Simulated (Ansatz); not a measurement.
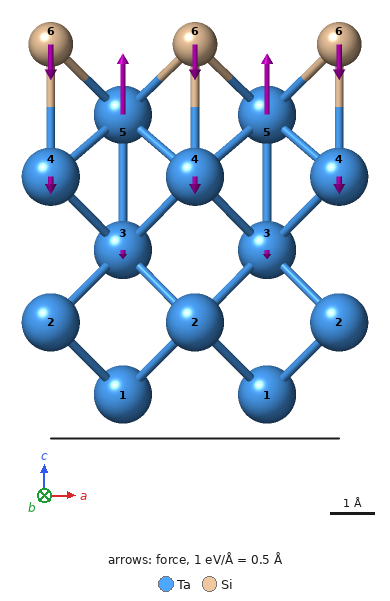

Starting geometry of a slab of composition Ta$_{5}$Si (cut from the Im-3m phase) with the computed forces as purple arrows. A ball-and-stick model of the 2 × 2 repeat of the cell, outlined in the plane, without the vacuum, seen along the b axis.

Case: Si put over a Ta atom of a lower plane. The slab is the (1 0 0) face of Ta with Si on it. 2 atoms are held fixed.

Level of theory: Ansatz 0.2.0, DFT PBEsol, scalar-relativistic, plane waves, PAW. (plane-wave cutoff 420 eV; k-point mesh 9 × 9 × 1; occupations gaussian; smearing width 0.1 eV; no spin polarisation; dipole correction; atoms relaxed in a fixed cell; force threshold 0.03 eV/Å; at most 70 steps)

Q: Is this structure relaxed? If not, where do the atoms go?

A: It isn't relaxed: the largest force vector, on Ta5, is 2.80 eV/Å. The atoms end up moving mostly along the starting forces (cosine between the two patterns 0.89). The atom that moves furthest is Si6 (0.33 Å along the normal (−c)). By element the largest moves are Si 0.33 Å, Ta 0.22 Å. The cell doesn't change. Near-neighbour distances that change, for instance: Ta4–Si6 3.010 → 2.734 Å, Ta5–Si6 2.818 → 2.548 Å, Ta3–Ta5 3.077 → 3.329 Å, Ta4–Ta5 2.715 → 2.864 Å. Bond angles that change, for instance: Ta5–Si6–Ta5 110.8° → 131.1°, Ta4–Si6–Ta5 55.4° → 65.5°, Ta5–Si6–Ta5 71.2° → 80.1°. Over 4 accepted moves (5 points after the start) the energy falls by 0.658 eV per cell of the calculation. The largest force component goes from 2.8 to 0.016 eV/Å. 1 step only repeated the SCF at the same geometry.

Limits of the set-up: the periodic images lie only 3.3 Å apart, so the values are limited by the cell's size.
